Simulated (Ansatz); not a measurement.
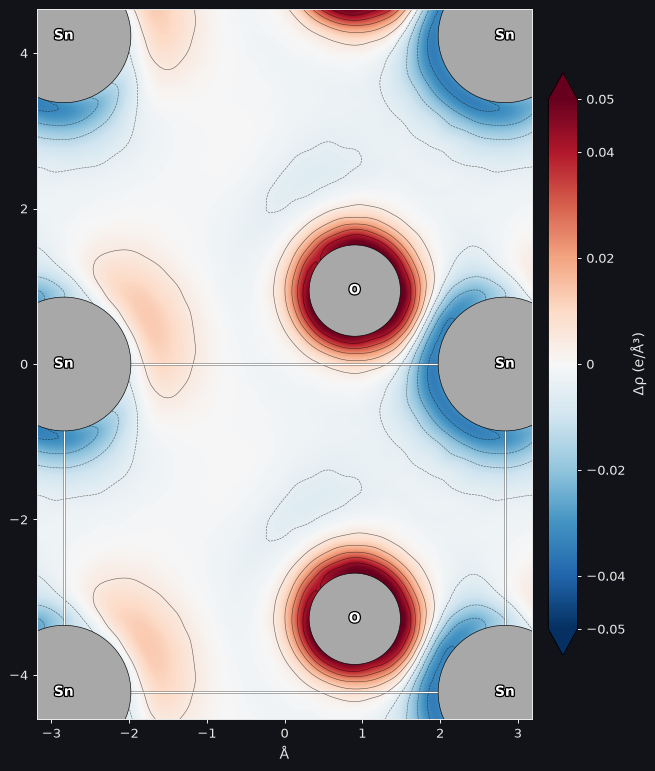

SnO. Difference of the valence pseudo-densities of two functionals at the same geometry, on the (100) plane of the calculation cell: one of LDA and r2SCAN0 less the other.

Space group Pmn2₁; a structure from a database of computed crystals, not necessarily the ambient phase.

Both computed with Ansatz (plane waves, PAW), on the same k-point mesh. Grey discs cover the atomic cores.

Which was subtracted from which, and what does the map show?

Answer. It is r2SCAN0 less LDA. Against LDA, r2SCAN0 gives less density around Sn (−0.017 e/Å³ on average at 1.0 Å from the nucleus), more density around O (+0.034 e/Å³ on average at 0.7 Å from the nucleus) and a change of −0.017 e/Å³ at the midpoint of Sn–O.
